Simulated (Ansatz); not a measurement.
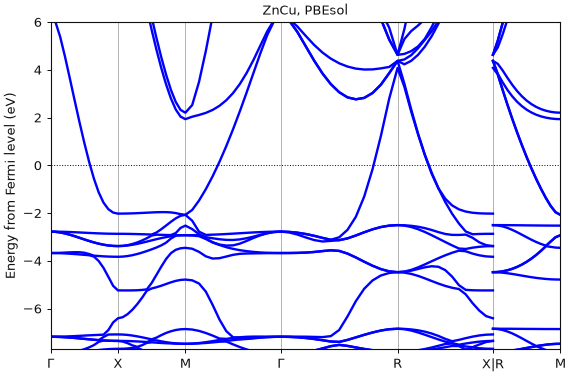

Band structure. Energies are counted from the Fermi level.

Question: What lattice type does the k path imply?

Answer: A simple cubic lattice: the path Γ–X–M–Γ–R–X|R–M runs through the special points of its Brillouin zone.

System: ZnCu, space group Pm-3m, 2 atoms in the cell.

```xyz
2
Lattice="2.9079 0.0000 0.0000 0.0000 2.9079 0.0000 0.0000 0.0000 2.9079" Properties=species:S:1:pos:R:3 pbc="T T T"
Zn    1.4539    1.4539    1.4539
Cu    0.0000    0.0000    0.0000
```

Computed with Ansatz 0.2.0: DFT PBEsol, scalar-relativistic, plane waves, PAW, no spin polarisation, 14×14×14 k mesh, 420 eV cutoff, Gaussian smearing of 0.1 eV.

Question: Does this material conduct, going by its bands?

Answer: A metal: 2 bands cross the Fermi level along this path.

Question: On which lines of the path do bands cross the Fermi level?

Answer: Bands cross the Fermi level on Γ–X, M–Γ, Γ–R, R–X and R–M, and not on X–M.
